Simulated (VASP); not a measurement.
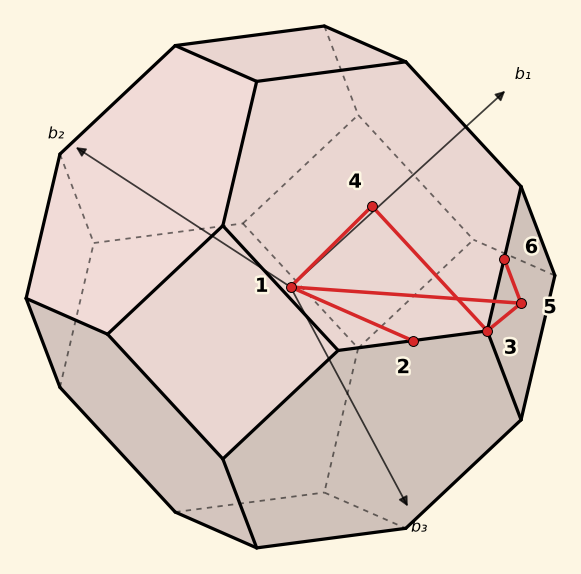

Crystal: HfN, a cell listed in the Materials Project, as set up for an electronic-structure calculation. The first Brillouin zone of a face-centred cubic lattice (cF; extended symbol cF2) is drawn with its special points numbered. Symmetry computed with spglib at a tolerance of 0.002 Å; standard conventional cell.

a = 4.910 Å, b = 4.910 Å, c = 4.910 Å, α = 90.00°, β = 90.00°, γ = 90.00°.

Labels and path follow the convention of Hinuma et al. (2017), as computed by seekpath; the arrows show the directions of the reciprocal primitive vectors b₁, b₂, b₃, in which coordinates are given.

> Give the label and coordinates of each numbered point.

```csv
no.,label,coordinates
1,Γ,"(0, 0, 0)"
2,K,"(3/8, 3/8, 3/4)"
3,W,"(1/2, 1/4, 3/4)"
4,L,"(1/2, 1/2, 1/2)"
5,X,"(1/2, 0, 1/2)"
6,U,"(5/8, 1/4, 5/8)"
```
